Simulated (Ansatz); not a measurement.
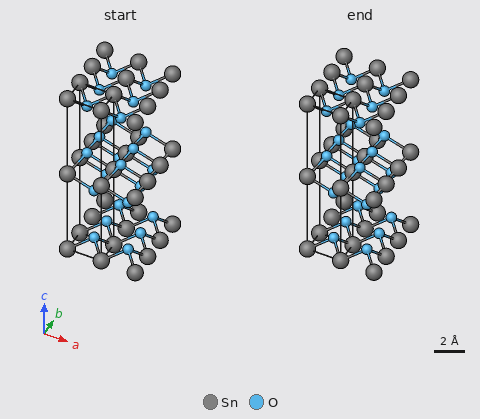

The structure of solid SnO$_{2}$ (set up in P6_3/mmc) before (left) and after (right) a relaxation, at one scale.

Style: ball-and-stick. Shown: the cell of the calculation, repeated 2 × 3 × 1 with one cell outlined, from a free direction.

The run lets cell and atoms move.

These are results of Ansatz, Kohn-Sham DFT of a periodic cell, LDA, Ansatz PAW, not measurements.

Input file:
```yaml
crystal:
  lattice:
    - [3.2305756168, 0.0, 0.0]
    - [-1.6152878084, 2.797760553, 0.0]
    - [0.0, 0.0, 10.790562]
  atoms:
    - { symbol: Sn, position: [0.0, 0.0, 0.0] }
    - { symbol: Sn, position: [0.0, 0.0, 0.5] }
    - { symbol: O, position: [0.3333333333, 0.6666666667, 0.905862] }
    - { symbol: O, position: [0.3333333333, 0.6666666667, 0.594138] }
    - { symbol: O, position: [0.6666666667, 0.3333333333, 0.094138] }
    - { symbol: O, position: [0.6666666667, 0.3333333333, 0.405862] }
hamiltonian:
  xc: lda
  pseudopotentials: { kind: paw }
kpoints:
  mp_grid: { grid: [9, 9, 3] }
scf:
  occupations: { method: fermi_dirac, width: 0.05 }
output:
  forces: true
  stress: true
  eigenvalues: true
relax:
  f_tol: 0.01
  max_steps: 40
  cell: { stress_tol: 0.05 }
```

Launched with:
```bash
ansatz run input.yaml --threads 2 --pin off --max-ram 5632MiB --backend cpu --events-out ev --progress --plain --runs-dir out
```

### Describe what moved and what it gained.

After 8 accepted moves (12 points after the start) the energy has fallen by 0.148 eV per cell of the calculation. Largest force component: 0.69 eV/Å at the start, under 0.0001 eV/Å at the end. Pressure: −7.77 GPa at the start and −0.01 GPa at the end. The SCF was repeated 4 times at an unchanged geometry on a basis and grid sized afresh for the cell, which shifted the energy by 19.6 meV per cell of the calculation at most. The largest moves relative to the cell, 0.011 Å, are those of O atoms. Sn stays in place. The volume changes by −7.1 %, with a = b 3.231 → 3.170 Å (−1.9 %), c 10.791 → 10.409 Å (−3.5 %). Among the contacts that change: O–Sn 2.124 → 2.081 Å. The space group stays P6_3/mmc (No. 194).
